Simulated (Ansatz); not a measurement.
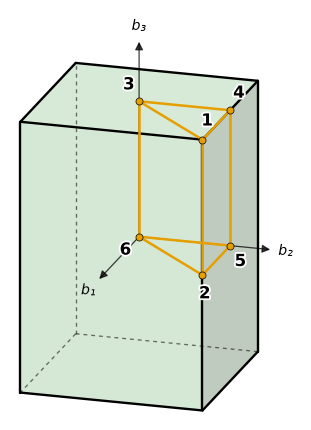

The first Brillouin zone of a primitive tetragonal lattice (tP; extended symbol tP1) is drawn with its special points numbered. Crystal: MgF2, the end point of a relaxation at fixed volume with DFT PBE, scalar-relativistic, plane waves, PAW (Ansatz 0.2.0). The drawing is computed from the coordinates (standard cell, symmetry found to 0.002 Å).

a = 4.486 Å, b = 4.486 Å, c = 2.984 Å, α = 90.00°, β = 90.00°, γ = 90.00°.

Labels and path follow the convention of Hinuma et al. (2017), as computed by seekpath; the arrows show the directions of the reciprocal primitive vectors b₁, b₂, b₃, in which coordinates are given.

Give the label and coordinates of each numbered point.

```json
{"no.": "1", "label": "A", "coordinates": "(1/2, 1/2, 1/2)"}
{"no.": "2", "label": "M", "coordinates": "(1/2, 1/2, 0)"}
{"no.": "3", "label": "Z", "coordinates": "(0, 0, 1/2)"}
{"no.": "4", "label": "R", "coordinates": "(0, 1/2, 1/2)"}
{"no.": "5", "label": "X", "coordinates": "(0, 1/2, 0)"}
{"no.": "6", "label": "Γ", "coordinates": "(0, 0, 0)"}
```
